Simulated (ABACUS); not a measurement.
MnO: geometry relaxation (part 1 of 3)

- system: MnO (2 atoms in the cell)
- method: Kohn-Sham DFT of a periodic cell, PBE, PseudoDojo NC SR 0.4.1 PBE standard, spin-polarised (ABACUS 3.10.1)

The structure derives from a Materials Project entry.

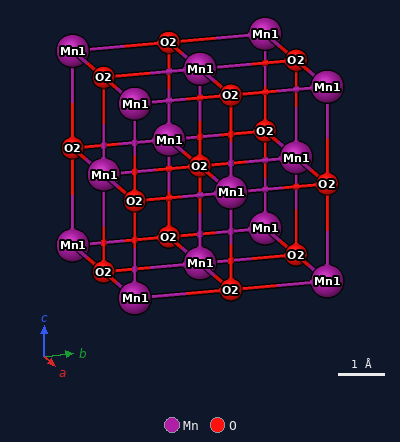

Fig. 1: The input geometry (ball-and-stick view of the cell 4 times as large as that of the calculation, set on its symmetry axes, seen slightly off an axis; atoms are numbered from 1 in the order of the input).

## The input
```
INPUT_PARAMETERS
suffix              MnO
calculation         cell-relax
basis_type          lcao
pseudo_dir          ./
orbital_dir         ./
symmetry            1
dft_functional      pbe
ecutwfc             100
pseudo_rcut         10
nspin               2
nbands              14
ks_solver           genelpa
smearing_method     fd
smearing_sigma      0.00367493
scf_thr             1e-07
scf_nmax            100
mixing_type         broyden
mixing_beta         0.4
cal_force           1
cal_stress          1
out_mul             1
relax_nmax          60
force_thr_ev        0.005
relax_method        cg
out_stru            1
stress_thr          0.2
```

## File STRU
```
ATOMIC_SPECIES
Mn 54.9380 Mn.upf
O 15.9990 O.upf

NUMERICAL_ORBITAL
Mn_confined-atom_7au_2s1p1d.orb
O_confined-atom_6au_1s1p.orb

LATTICE_CONSTANT
1.8897261246

LATTICE_VECTORS
0.0000000000 2.2239077028 2.2239077028
2.2239077028 0.0000000000 2.2239077028
2.2239077028 2.2239077028 0.0000000000

ATOMIC_POSITIONS
Direct

Mn
0.0
1
0.0000000000 0.0000000000 0.0000000000 1 1 1 mag 4

O
0.0
1
0.5000000000 0.5000000000 0.5000000000 1 1 1 mag 0
```

## File KPT
```
K_POINTS
0
Gamma
9 9 9 0 0 0
```

Hardware: 4 threads of Intel Xeon (Granite Rapids), 16 GiB of memory available, shared host.

Run as:
```bash
OMP_NUM_THREADS=1 mpirun -np 4 abacus > log
```

## What the program printed
```
ABACUS v3.10.1

               Atomic-orbital Based Ab-initio Computation at UStc

 ------------------------------------------------------------------------------------

 READING GENERAL INFORMATION
                           global_out_dir = OUT.MnO/
                           global_in_card = INPUT
                               pseudo_dir = ./
                              orbital_dir = ./
                                    DSIZE = 4
                                    GSIZE = 1

 READING UNITCELL INFORMATION
                                    ntype = 2
                  lattice constant (Bohr) = 1.88973
              lattice constant (Angstrom) = 1

 READING ATOM TYPE 1
                               atom label = Mn
                      L=0, number of zeta = 2
                      L=1, number of zeta = 1
                      L=2, number of zeta = 1
             number of atom for this type = 1
               magnetization of element 1 = 4

 READING ATOM TYPE 2
                               atom label = O
                      L=0, number of zeta = 1
                      L=1, number of zeta = 1
             number of atom for this type = 1
               magnetization of element 2 = 0

                        TOTAL ATOM NUMBER = 2
DIRECT COORDINATES
    atom                   x                   y                   z     mag                  vx                  vy                  vz
taud_Mn1            0.0000000000        0.0000000000        0.0000000000  4.0000        0.0000000000        0.0000000000        0.0000000000
taud_O1            0.5000000000        0.5000000000        0.5000000000  0.0000        0.0000000000        0.0000000000        0.0000000000

                          Volume (Bohr^3) = 148.449
                             Volume (A^3) = 21.9978

 Lattice vectors: (Cartesian coordinate: in unit of a_0)
                   +0            +2.22391            +2.22391
             +2.22391                  +0            +2.22391
             +2.22391            +2.22391                  +0
 Reciprocal vectors: (Cartesian coordinate: in unit of 2 pi/a_0)
            -0.224829           +0.224829           +0.224829
            +0.224829           -0.224829           +0.224829
            +0.224829           +0.224829           -0.224829
 The esolver type has been set to : ksdft_lcao

                PAO radial cut off (Bohr) = 10

 Read in pseudopotential file is Mn.upf
                     pseudopotential type = NC
          exchange-correlation functional = PBE
                 nonlocal core correction = 1
                        valence electrons = 15
                                     lmax = 2
                           number of zeta = 4
                     number of projectors = 6
                           L of projector = 0
                           L of projector = 0
                           L of projector = 1
                           L of projector = 1
                           L of projector = 2
                           L of projector = 2
                PAO radial cut off (Bohr) = 10

 Read in pseudopotential file is O.upf
                     pseudopotential type = NC
          exchange-correlation functional = PBE
                 nonlocal core correction = 1
                        valence electrons = 6
                                     lmax = 2
                           number of zeta = 2
                     number of projectors = 5
                           L of projector = 0
                           L of projector = 0
                           L of projector = 1
                           L of projector = 1
                           L of projector = 2
     initial pseudo atomic orbital number = 14
 The readin total magnetization is 4

 SETUP THE ELECTRONS NUMBER
            electron number of element Mn = 15
      total electron number of element Mn = 15
             electron number of element O = 6
       total electron number of element O = 6
            AUTOSET number of electrons:  = 21
                           occupied bands = 11
                                   NLOCAL = 14
                                   NBANDS = 14
                                   NBANDS = 14
                                   NLOCAL = 14

%%%%%%%%%%%%%%%%%%%%%%%%%%%%%%%%%%%%%%%%%%%%%%%%%%%%%%%%%%%%%%%%%%%%%%%%%%%%%%%%%%%%%%%%%%%%%%%%%%%%%%%%%%
 Warning: the number of valence electrons in pseudopotential > 7 for Mn: [Ar] 3d5 4s2
 Pseudopotentials with additional electrons can yield (more) accurate outcomes, but may be less efficient.
 If you're confident that your chosen pseudopotential is appropriate, you can safely ignore this warning.
%%%%%%%%%%%%%%%%%%%%%%%%%%%%%%%%%%%%%%%%%%%%%%%%%%%%%%%%%%%%%%%%%%%%%%%%%%%%%%%%%%%%%%%%%%%%%%%%%%%%%%%%%%

 SETUP THE PLANE WAVE BASIS
 energy cutoff for charge/potential (unit:Ry) = 400
            fft grid for charge/potential = [ 40, 40, 40 ]
                        fft grid division = [ 5, 5, 5 ]
        big fft grid for charge/potential = [ 8, 8, 8 ]
                                     nbxx = 128
                                     nrxx = 16000

 SETUP PLANE WAVES FOR CHARGE/POTENTIAL
                    number of plane waves = 19987
                         number of sticks = 967

 PARALLEL PW FOR CHARGE/POTENTIAL
     PROC   COLUMNS(POT)             PW
        1            241           4997
        2            241           4997
        3            244           4996
        4            241           4997
 --------------- sum -------------------
        4            967          19987
                            number of |g| = 240
                                  max |g| = 36.142
                                  min |g| = 0.151645

----------- Double Check Mixing Parameters Begin ------------
mixing_type: broyden
mixing_beta: 0.4
mixing_gg0: 1
mixing_gg0_min: 0.1
mixing_beta_mag: 1.6
mixing_gg0_mag: 0
mixing_ndim: 8
----------- Double Check Mixing Parameters End ------------

 LATTICE VECTORS: (CARTESIAN COORDINATE: IN UNIT OF A0)
                   +0            +2.22391            +2.22391
             +2.22391                  +0            +2.22391
             +2.22391            +2.22391                  +0
                       right hand lattice = 1
                                   NORM_A = 3.14508
                                   NORM_B = 3.14508
                                   NORM_C = 3.14508
                           ALPHA (DEGREE) = 60
                           BETA  (DEGREE) = 60
                           GAMMA (DEGREE) = 60

 The lattice vectors have been changed (STRU_SIMPLE.cif)

(for optimal symmetric configuration:)
                             BRAVAIS TYPE = 3
                     BRAVAIS LATTICE NAME = 03. Cubic F (face-centered)
                                    ibrav = 3
                                    IBRAV = 3
                                  BRAVAIS = FACE CENTERED CUBIC
                       LATTICE CONSTANT A = 4.44782
Original cell was already a primitive cell.
                        ROTATION MATRICES = 48
              PURE POINT GROUP OPERATIONS = 48
                   SPACE GROUP OPERATIONS = 48
                              POINT GROUP = O_h
               POINT GROUP IN SPACE GROUP = O_h

 SETUP K-POINTS
                                    nspin = 2
                   Input type of k points = Monkhorst-Pack(Gamma)
                                   nkstot = 729
                       right hand lattice = 1
(for reciprocal lattice: )
                             BRAVAIS TYPE = 2
                     BRAVAIS LATTICE NAME = 02. Cubic I (body-centered)
                                    ibrav = 2
                       right hand lattice = 1
(for k-lattice: )
                             BRAVAIS TYPE = 2
                     BRAVAIS LATTICE NAME = 02. Cubic I (body-centered)
                                    ibrav = 2
                       right hand lattice = 1
                        ROTATION MATRICES = 48
                               nkstot_ibz = 35
K-POINTS REDUCTION ACCORDING TO SYMMETRY
     IBZ    DIRECT_X    DIRECT_Y    DIRECT_Z  WEIGHT  ibz2bz
       1  0.00000000  0.00000000  0.00000000  0.0014       0
       2  0.11111111  0.11111111  0.11111111  0.0110       1
       3  0.22222222  0.22222222  0.22222222  0.0110       2
       4  0.33333333  0.33333333  0.33333333  0.0110       3
       5  0.44444444  0.44444444  0.44444444  0.0110       4
       6  0.11111111  0.11111111  0.00000000  0.0082      10
       7  0.22222222  0.22222222  0.11111111  0.0329      11
       8  0.33333333  0.33333333  0.22222222  0.0329      12
       9  0.44444444  0.44444444  0.33333333  0.0329      13
      10 -0.44444444  0.44444444  0.44444444  0.0329      14
      11  0.44444444  0.33333333  0.33333333  0.0329      15
      12  0.22222222  0.22222222  0.33333333  0.0329      16
      13  0.22222222  0.11111111  0.11111111  0.0165      17
      14  0.22222222  0.22222222  0.00000000  0.0082      20
      15  0.33333333  0.11111111  0.33333333  0.0329      21
      16  0.44444444  0.44444444  0.22222222  0.0329      22
      17 -0.33333333  0.44444444  0.44444444  0.0329      23
      18 -0.44444444  0.33333333  0.33333333  0.0329      24
      19  0.44444444  0.22222222  0.22222222  0.0165      25
      20  0.33333333  0.33333333  0.00000000  0.0082      30
      21  0.44444444  0.44444444  0.11111111  0.0329      31
      22 -0.22222222  0.44444444  0.44444444  0.0329      32
      23 -0.33333333  0.33333333  0.33333333  0.0165      33
      24  0.44444444  0.44444444  0.00000000  0.0082      40
      25 -0.11111111  0.44444444  0.44444444  0.0165      41
      26  0.33333333  0.11111111  0.22222222  0.0329     102
      27  0.44444444  0.33333333  0.22222222  0.0658     103
      28 -0.44444444  0.44444444  0.33333333  0.0658     104
      29  0.44444444  0.33333333  0.11111111  0.0329     112
      30 -0.44444444  0.44444444  0.22222222  0.0658     113
[... 5 further k points ...]

                               nkstot now = 35
[... K-POINTS DIRECT COORDINATES: 35 rows ...]

           k-point number in this process = 35
       minimum distributed K point number = 35
[... stars of the k points ...]
                             nks(nspin=2) = 70
                          nkstot(nspin=2) = 70

[... K-POINTS CARTESIAN COORDINATES: 70 rows ...]

[... K-POINTS DIRECT COORDINATES: 70 rows ...]

 SETUP PLANE WAVES FOR WAVE FUNCTIONS
     energy cutoff for wavefunc (unit:Ry) = 100
              fft grid for wave functions = [ 40, 40, 40 ]
                    number of plane waves = 3479
                         number of sticks = 301

 PARALLEL PW FOR WAVE FUNCTIONS
     PROC   COLUMNS(POT)             PW
        1             75            869
        2             75            869
        3             75            869
        4             76            872
 --------------- sum -------------------
        4            301           3479

 SET NONLOCAL PSEUDOPOTENTIAL PROJECTORS
 SET NONLOCAL PSEUDOPOTENTIAL PROJECTORS
 max number of nonlocal projetors among all species is 6

 -------------------------------------------
 STEP OF RELAXATION : 1
 -------------------------------------------

 SETUP SEARCHING RADIUS FOR PROGRAM TO SEARCH ADJACENT ATOMS
                  longest orb rcut (Bohr) = 7
   longest nonlocal projector rcut (Bohr) = 1.66
                     search radius (Bohr) = 17.3
              searching radius is (Bohr)) = 17.3
         searching radius unit is (Bohr)) = 1.89
                         PeriodicBoundary = 1
                        Radius(unit:lat0) = 9.17
                                   glayer = [ 5, 5, 5 ]
                             glayer_minus = [ 4, 4, 4 ]

Find the coordinate range of the input atom(unit:lat0).
                                  min_tau = [ -17.8, -17.8, -17.8 ]
                                  max_tau = [ 20, 20, 20 ]
                                BoxNumber = [ 9, 9, 9 ]

 SETUP EXTENDED REAL SPACE GRID FOR GRID INTEGRATION
                          real space grid = [ 40, 40, 40 ]
                 big cell numbers in grid = [ 8, 8, 8 ]
             meshcell numbers in big cell = [ 5, 5, 5 ]
                        extended fft grid = [ 12, 12, 12 ]
                dimension of extened grid = [ 33, 33, 33 ]
                            UnitCellTotal = 125
              Atom number in sub-FFT-grid = 2
    Local orbitals number in sub-FFT-grid = 14
                                ParaV.nnr = 4417
                                 init_chg = atomic

 LCAO ALGORITHM --------------- ION=   1  ELEC=   1--------------------------------
          total magnetism (Bohr mag/cell) = 4.89606
       absolute magnetism (Bohr mag/cell) = 4.89606
                        nelec for spin up = 12.948
                      nelec for spin down = 8.05197

 Density error is 0.148286495369
----------------------------------------------------------
     Energy           Rydberg                 eV
----------------------------------------------------------
 E_KohnSham     -250.6552397923      -3410.3394947316
 E_Harris       -248.3737114591      -3379.2977092510
 E_Fermi        0.9402125639         12.7922482005
----------------------------------------------------------

 LCAO ALGORITHM --------------- ION=   1  ELEC=   2--------------------------------
          total magnetism (Bohr mag/cell) = 4.86601
       absolute magnetism (Bohr mag/cell) = 4.86601
                        nelec for spin up = 12.933
                      nelec for spin down = 8.067

 Density error is 0.0711239965305
----------------------------------------------------------
     Energy           Rydberg                 eV
----------------------------------------------------------
 E_KohnSham     -250.7198918723      -3411.2191314070
 E_Harris       -247.8977514951      -3372.8219417217
 E_Fermi        1.0124087647         13.7745279055
----------------------------------------------------------
```
